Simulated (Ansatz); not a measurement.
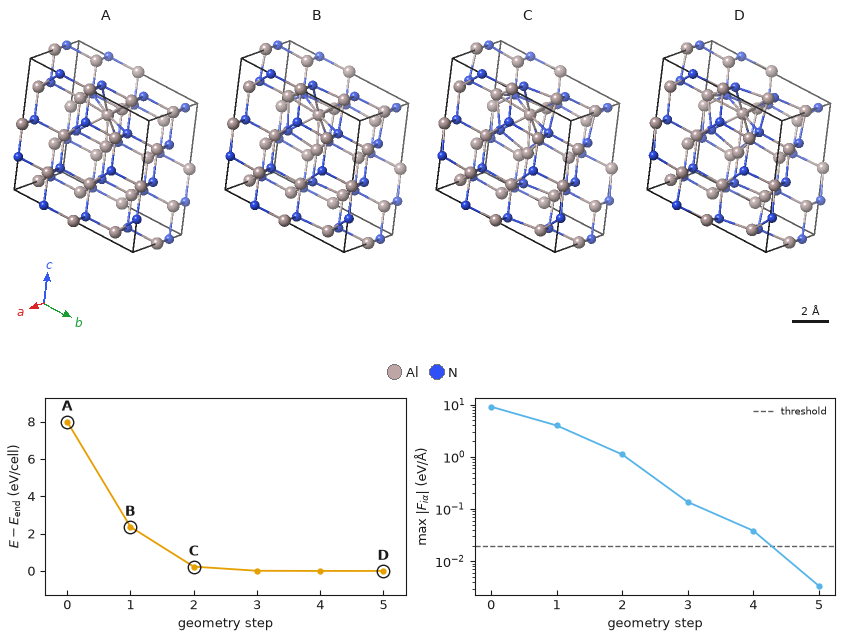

Frames of a relaxation of a defect cell of composition Al$_{17}$N$_{16}$, marked on the history of the run. A ball-and-stick model of the cell of the calculation (origin shifted), seen slightly off an axis.

Case: Al interstitial, charge +0, atoms relaxed.

Theory: Ansatz 0.2.0, DFT PBE, scalar-relativistic, plane waves, PAW.

Input file:
```yaml
crystal:
  lattice:
    - [-4.4031742052, 4.4031742052, -4.4031742052]
    - [4.4031742052, 4.4031742052, 4.4031742052]
    - [4.4031742052, -4.4031742052, -4.4031742052]
  atoms:
    - { symbol: Al, position: [0.5, 0.5, 0.0] }
    - { symbol: Al, position: [0.25, 0.75, 0.0] }
    - { symbol: Al, position: [0.75, 0.5, 0.75] }
    - { symbol: Al, position: [0.0, 0.0, 0.0] }
    - { symbol: Al, position: [0.5, 0.75, 0.75] }
    - { symbol: Al, position: [0.75, 0.25, 0.0] }
    - { symbol: Al, position: [0.25, 0.0, 0.75] }
    - { symbol: Al, position: [0.0, 0.5, 0.5] }
    - { symbol: Al, position: [0.75, 0.75, 0.5] }
    - { symbol: Al, position: [0.0, 0.25, 0.75] }
    - { symbol: Al, position: [0.25, 0.5, 0.25] }
    - { symbol: Al, position: [0.5, 0.0, 0.5] }
    - { symbol: Al, position: [0.25, 0.25, 0.5] }
    - { symbol: Al, position: [0.0, 0.75, 0.25] }
    - { symbol: Al, position: [0.75, 0.0, 0.25] }
    - { symbol: Al, position: [0.5, 0.25, 0.25] }
    - { symbol: "N", position: [0.25, 0.75, 0.75] }
    - { symbol: "N", position: [0.0, 0.0, 0.75] }
    - { symbol: "N", position: [0.5, 0.75, 0.5] }
    - { symbol: "N", position: [0.75, 0.25, 0.75] }
    - { symbol: "N", position: [0.25, 0.0, 0.5] }
    - { symbol: "N", position: [0.5, 0.5, 0.75] }
    - { symbol: "N", position: [0.0, 0.25, 0.5] }
    - { symbol: "N", position: [0.75, 0.75, 0.25] }
    - { symbol: "N", position: [0.5, 0.0, 0.25] }
    - { symbol: "N", position: [0.75, 0.5, 0.5] }
    - { symbol: "N", position: [0.0, 0.75, 0.0] }
    - { symbol: "N", position: [0.25, 0.25, 0.25] }
    - { symbol: "N", position: [0.0, 0.5, 0.25] }
    - { symbol: "N", position: [0.75, 0.0, 0.0] }
    - { symbol: "N", position: [0.5, 0.25, 0.0] }
    - { symbol: "N", position: [0.25, 0.5, 0.0] }
    - { symbol: Al, position: [-0.0087011559, 0.2312619231, -0.0197774987], spin: 1.0 }
basis:
  ecutwfc: 420
  xc_grid: 2
kpoints:
  mp_grid: { grid: [2, 2, 2], shift: [0.5, 0.5, 0.5] }
hamiltonian:
  xc: pbe
scf:
  occupations: { method: gaussian, width: 0.02 }
output:
  forces: true
  stress: false
  eigenvalues: true
  populations: true
  write_density: true
  write_potential: true
  elf: true
  volumetric_format: npy
magnetization:
  spin_polarized: true
relax:
  adjacent_minimum: "off"
  f_tol: 0.02
  max_steps: 60
```

Launched with:
```bash
ansatz run input.yaml --threads 4 --pin off --max-ram 10240MiB --backend cpu --events-out ev --progress --plain --runs-dir out
```

### Describe the path.

After 5 geometry steps the energy has fallen by 8.000 eV per cell of the calculation. Largest force component: 9.2 eV/Å at the start, 0.0034 eV/Å at the end. The largest moves, 0.35 Å, are those of Al4, Al6 and Al10. Al10 goes along −c. By element the largest moves are Al 0.35 Å, N 0.21 Å. The cell doesn't change. Near-neighbour distances that change, for instance: Al10–Al33 1.829 → 2.251 Å, Al4–Al33 1.840 → 2.251 Å, Al6–Al33 1.943 → 2.251 Å, N29–Al33 2.334 → 2.054 Å. Among the angles between lasting bonds that change: Al4–N30–Al6 109.5° → 135.4°, N29–Al6–Al33 74.6° → 57.6°, N32–Al10–Al33 73.6° → 57.6°. The run took 93 s on 4 threads of AMD EPYC 7B13 (Zen 3) (shared host), peak memory 1.1 GiB. From step 0 to 1: Al atoms move most (0.20 Å), energy −5.637 eV per cell of the calculation. From step 1 to 2: Al atoms move most (0.19 Å), energy −2.132 eV per cell of the calculation. From step 2 to 5: Al33 moves most (0.12 Å), energy −0.232 eV per cell of the calculation.

| step | E − E(0), meV/atom | largest force component, eV/Å |
| --- | --- | --- |
| 0 | 0.00 | 9.1554 |
| 1 | -170.80 | 4.0044 |
| 2 | -235.41 | 1.1154 |
| 3 | -242.16 | 0.1370 |
| 4 | -242.41 | 0.0386 |
| 5 | -242.43 | 0.0034 |

Limits of the set-up: the k-point mesh is coarse for a cell with partly filled bands; the periodic images lie only 7.6 Å apart, so the values are limited by the cell's size.
